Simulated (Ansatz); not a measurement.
## Run report: Ti$_{12}$H$_{2}$N$_{13}$, geometry relaxation (part 5 of 5)

The same run, continued: Ti$_{12}$H$_{2}$N$_{13}$ (slab, 27 atoms in the cell); DFT PBE+D3(BJ), scalar-relativistic, plane waves, PAW, spin-polarised (Ansatz 0.2.0); cutoff 420 eV, 3×3×1 k-mesh, Gaussian smearing of 0.1 eV, collinear spins. The structure derives from an entry of the Crystallography Open Database. The input holds or restrains some coordinates. Forces given for the steps count only the free coordinates. It belongs to a series of runs on one base structure; here: 1 NH2 a cell, anchor, over a top N site.

## Trajectory as extended XYZ, continued
```
27
Lattice="5.9476 0.0000 0.0000 0.0000 5.9476 0.0000 0.0000 0.0000 22.8195" Properties=species:S:1:pos:R:3:forces:R:3 step=16 energy=-35062.01278
Ti    1.4869    1.4869    8.0000   -0.0409  -0.0364   1.6456
Ti    1.4869    4.4607    8.0000   -0.0357   0.0322   1.6493
Ti    4.4607    1.4869    8.0000    0.0357  -0.0322   1.6493
Ti    4.4607    4.4607    8.0000    0.0409   0.0364   1.6456
N     2.9738    2.9738    8.0000    0.0000   0.0000  -1.9440
N     2.9738    0.0000    8.0000    0.0000   0.0000  -1.5726
N     0.0000    2.9738    8.0000    0.0000   0.0000  -1.5845
N     0.0000    0.0000    8.0000    0.0000   0.0000  -1.4910
Ti    2.9738    2.9738   10.0294    0.0000   0.0000   0.0009
Ti    2.9738    0.0000   10.0714    0.0000   0.0000   0.0001
Ti    0.0000    2.9738   10.0699    0.0000   0.0000   0.0002
Ti    0.0000    0.0000   10.0809    0.0000   0.0000   0.0010
N     4.4661    4.4663   10.0482    0.0002   0.0006   0.0003
N     4.4636    1.4838   10.0610    0.0000  -0.0008   0.0003
N     1.4840    4.4639   10.0610    0.0000   0.0008   0.0003
N     1.4816    1.4813   10.0482   -0.0002  -0.0006   0.0003
Ti    4.4666    4.4649   12.0720   -0.0005   0.0003   0.0006
Ti    4.4212    1.5285   12.1380   -0.0003  -0.0003  -0.0002
Ti    1.5264    4.4191   12.1380    0.0003   0.0003  -0.0002
Ti    1.4810    1.4828   12.0720    0.0005  -0.0003   0.0006
N     0.0000    0.0000   12.2417    0.0000   0.0000  -0.0013
N     0.0000    2.9738   12.2154    0.0000   0.0000   0.0009
N     2.9738    0.0000   12.2211    0.0000   0.0000   0.0004
N     2.9738    2.9738   12.0164    0.0000   0.0000  -0.0005
N     2.9738    2.9738   14.4624    0.0000   0.0000  -0.0045
H     3.4976    3.5763   15.1149    0.0029  -0.0023   0.0016
H     2.4501    2.3713   15.1149   -0.0029   0.0023   0.0016
```

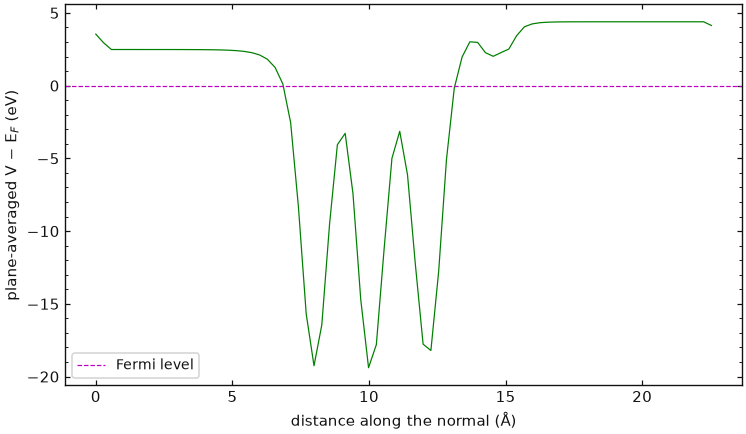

Figure 1. Plane average of the electrostatic potential energy of an electron across the cell, from the Fermi level. The vacuum level lies 4.39 eV above the Fermi level on the upper side and 2.48 eV on the lower.

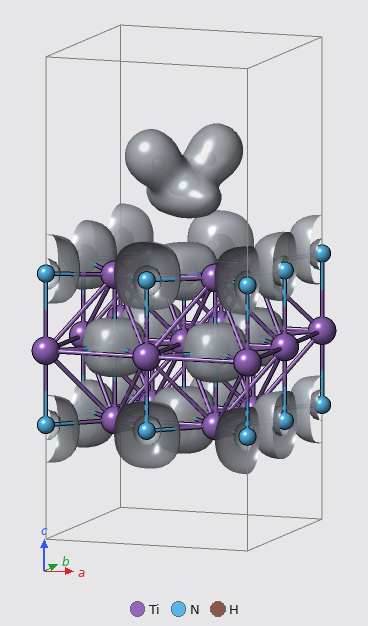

Figure 2. Isosurface of the ELF at 0.65 (grey), seen slightly off an axis. Only the valence region is drawn (cores and ρ < 0.01 e/Å³ removed). Sticks mark near contacts. Along the contacts the grid gives the following. Ti–N (1.99 Å): the ELF is about 0.25 at the midpoint (no shared pair; the contact is polar). In a PAW calculation such maps are meaningful between the atoms, not at the nuclei.

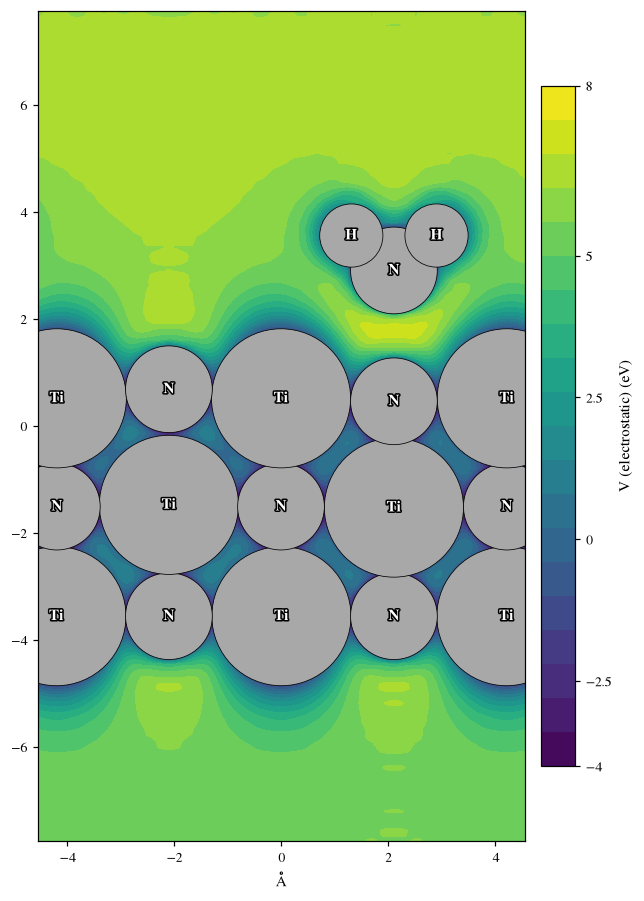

Figure 3. Electrostatic potential energy of an electron on the (11̄0) plane of the calculation cell, a cut from vacuum to vacuum. Grey discs, where drawn, cover atomic cores. Atoms in the plane: Ti, N and H.

## Results in brief

| quantity | value |
| --- | --- |
| outcome | converged under the restraints of the input |
| electrons treated | 211 |
| free energy | −35062.0128 eV |
| work function, top face | 4.39 eV |
| work function, bottom face | 2.48 eV |
| Fermi energy | 2.471 eV |
| gap on the k-point mesh | none (metallic) |
| net moment of the cell | 0.00 μB |
| integrated absolute moment | 0.00 μB |
| final volume | 807.23 Å³ |
| work function (upper face) | 4.39 eV |
| largest force (length of the vector) at the end, held atoms and coordinates included | 1.944 eV/Å |
| hardware | 8 threads of Arm Neoverse V1, 24 GiB of memory available, shared host |
| wall time | 9.2 min (CPU time 72 min) |
| peak memory | 4.1 GiB |

The program warns: some starting moments were not kept; the exchange-correlation potential is rough where the density is thin.
